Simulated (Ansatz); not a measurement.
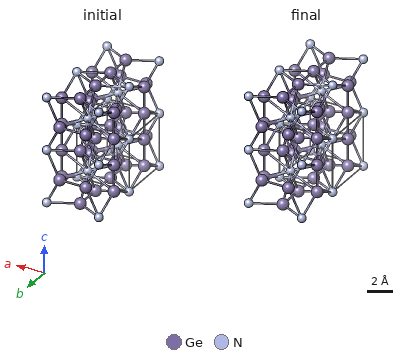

The structure of crystalline Ge3N (built on the A15_223 type) (coarse preliminary run) before (left) and after (right) a relaxation, at one scale.

A ball-and-stick model of the cell of the calculation, repeated 1 × 2 × 2 with one cell outlined, seen from a free direction.

Case: A15 type (Pm-3n, No. 223).

The calculation used DFT PBE, scalar-relativistic, plane waves, PAW (Ansatz).

The input:
```yaml
crystal:
  lattice:
    - [4.9991631524, 0.0, 0.0]
    - [0.0, 4.9991631524, 0.0]
    - [0.0, 0.0, 4.9991631524]
  atoms:
    - { symbol: Ge, position: [0.0, 0.5, 0.25] }
    - { symbol: Ge, position: [0.0, 0.5, 0.75] }
    - { symbol: Ge, position: [0.25, 0.0, 0.5] }
    - { symbol: Ge, position: [0.75, 0.0, 0.5] }
    - { symbol: Ge, position: [0.5, 0.75, 0.0] }
    - { symbol: Ge, position: [0.5, 0.25, 0.0] }
    - { symbol: "N", position: [0.0, 0.0, 0.0] }
    - { symbol: "N", position: [0.5, 0.5, 0.5] }
basis:
  ecutwfc: 420
kpoints:
  mp_grid: { grid: [4, 4, 4] }
hamiltonian:
  xc: pbe
scf:
  occupations: { method: gaussian, width: 0.1 }
  lower_state_search: "off"
output:
  forces: true
  stress: true
  eigenvalues: true
relax:
  adjacent_minimum: "off"
  f_tol: 0.04
  max_steps: 70
  cell: { stress_tol: 0.4 }
```

Launched with:
```bash
ansatz run input.yaml --threads 1 --pin off --max-ram 2560MiB --backend cpu --events-out ev --progress --plain --runs-dir out
```

Q: What changed between the two?

A: After 2 accepted moves (3 points after the start) the energy has fallen by 11.0 meV per atom. All forces vanish by symmetry, so only the cell relaxes. Pressure: 4.25 GPa at the start and 0.04 GPa at the end. The SCF was repeated once at an unchanged geometry on a basis and grid sized afresh for the cell, which shifted the energy by 1.1 meV per atom at most. No atom moves by more than 0.005 Å relative to the cell. The volume changes by +5.5 %, with a = b = c 4.999 → 5.089 Å (+1.8 %). Some distances before and after: Ge1–N7 2.795 → 2.845 Å, Ge1–Ge2 2.500 → 2.544 Å. The space group stays Pm-3n (No. 223). The run took 19 s on 1 thread of Arm Neoverse V1, on a shared host, peak memory 0.39 GiB.
